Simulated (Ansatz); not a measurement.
System: LiCl.

Method: relaxed lattice of one prototype by several density functionals, zero stress, symmetry kept, spin-unpolarised plane waves (Ansatz 0.2.0).

```
            setting              value
          prototype  h-MgO (five-fold)
      atoms in cell                  4
periodic directions                  3
```

Predict the volume per atom by functional. The cases: PBE; PBEsol; HSE06; r2SCAN; LDA.

The least value, 18.077 Å³, is that of LDA, and the largest, 20.073 Å³, that of PBE.

```json
{"functional": "PBE", "volume per atom (Å³)": "20.073", "lattice constant a (Å)": "4.188", "lattice constant c (Å)": "5.287"}
{"functional": "PBEsol", "volume per atom (Å³)": "19.225", "lattice constant a (Å)": "4.154", "lattice constant c (Å)": "5.147"}
{"functional": "HSE06", "volume per atom (Å³)": "19.714", "lattice constant a (Å)": "4.164", "lattice constant c (Å)": "5.252"}
{"functional": "r2SCAN", "volume per atom (Å³)": "19.623", "lattice constant a (Å)": "4.162", "lattice constant c (Å)": "5.233"}
{"functional": "LDA", "volume per atom (Å³)": "18.077", "lattice constant a (Å)": "4.073", "lattice constant c (Å)": "5.033"}
```

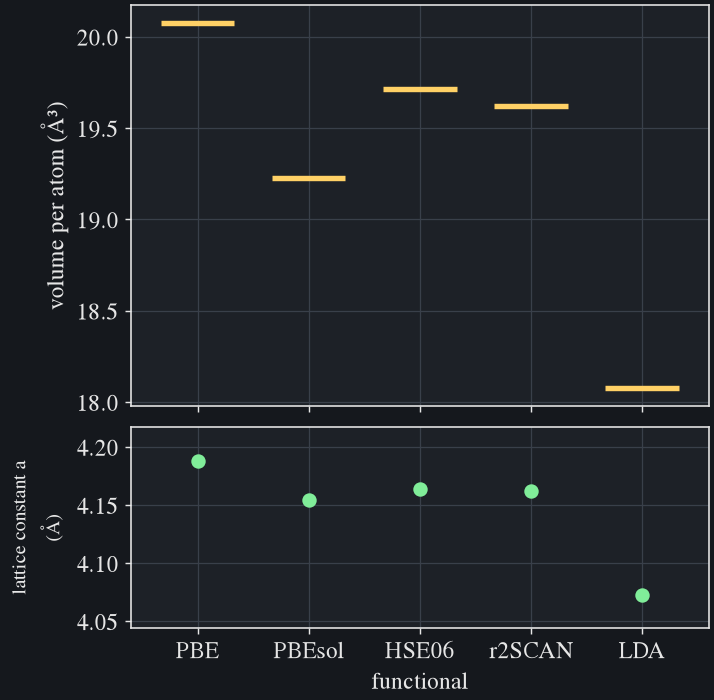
